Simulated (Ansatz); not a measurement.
System: CoO (interface cell).

```cif
data_structure
_symmetry_space_group_name_H-M 'P 1'
_symmetry_Int_Tables_number 1
_cell_length_a 3.0040
_cell_length_b 3.0040
_cell_length_c 29.9236
_cell_angle_alpha 90.000
_cell_angle_beta 90.000
_cell_angle_gamma 120.000
_cell_volume 233.86
loop_
_atom_site_label
_atom_site_type_symbol
_atom_site_fract_x
_atom_site_fract_y
_atom_site_fract_z
_atom_site_occupancy
Co1 Co 0.00000 0.00000 0.00000 1
O1 O 0.00000 0.00000 0.12610 1
Co2 Co 0.33333 0.66667 0.08422 1
O2 O 0.66667 0.33333 0.04401 1
Co3 Co 0.66667 0.33333 0.16719 1
O3 O 0.33333 0.66667 0.20898 1
Co4 Co 0.00000 0.00000 0.25000 1
O4 O 0.00000 0.00000 0.37390 1
Co5 Co 0.33333 0.66667 0.33281 1
O5 O 0.66667 0.33333 0.29102 1
Co6 Co 0.66667 0.33333 0.41578 1
O6 O 0.33333 0.66667 0.45599 1
O7 O 0.00000 0.00000 0.87390 1
Co7 Co 0.33333 0.66667 0.91578 1
O8 O 0.66667 0.33333 0.95599 1
Co8 Co 0.66667 0.33333 0.83281 1
O9 O 0.33333 0.66667 0.79102 1
Co9 Co 0.00000 0.00000 0.75000 1
O10 O 0.00000 0.00000 0.62610 1
Co10 Co 0.33333 0.66667 0.66719 1
O11 O 0.66667 0.33333 0.70898 1
Co11 Co 0.66667 0.33333 0.58422 1
O12 O 0.33333 0.66667 0.54401 1
Co12 Co 0.00000 0.00000 0.50000 1
```

Spin-polarised.

All numbers below come from DFT PBE, scalar-relativistic, plane waves, PAW (Ansatz 0.2.0).

Question: What will maps of the valence pseudo-density, electron localisation function and spin density show?

Answer: Co–O (2.11 Å): ρ at the midpoint is about 0.44 e/Å³; the ELF peaks at about 0.80 in the valence shell of O, 0.6 Å from its nucleus, and is about 0.15 at the midpoint; no localised pair shows between them.
Co–O (2.18 Å): ρ is about 0.38 e/Å³ halfway; the ELF peaks at about 0.80 in the valence shell of O, 0.6 Å from its nucleus, and is about 0.15 at the midpoint (no shared electron pair shows on this line).
The spin density sits on Co: +2.5 μB (×12) in one cell of 24 atoms, with smaller moments on O (up to +0.35 μB): parallel main moments (a ferromagnetic arrangement) in this solution. The cell of the calculation (24 atoms) carries 35.7 μB of net spin moment.

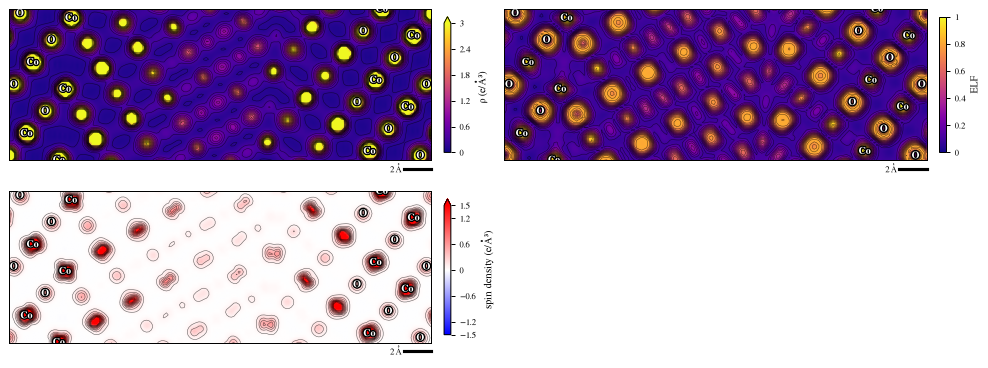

Computed valence pseudo-density, electron localisation function and spin density on the (111) plane of the calculation cell, in this order. Atoms just off the plane (O, 0.3 Å away and Co, 0.3 Å away) can leave unmarked features too.
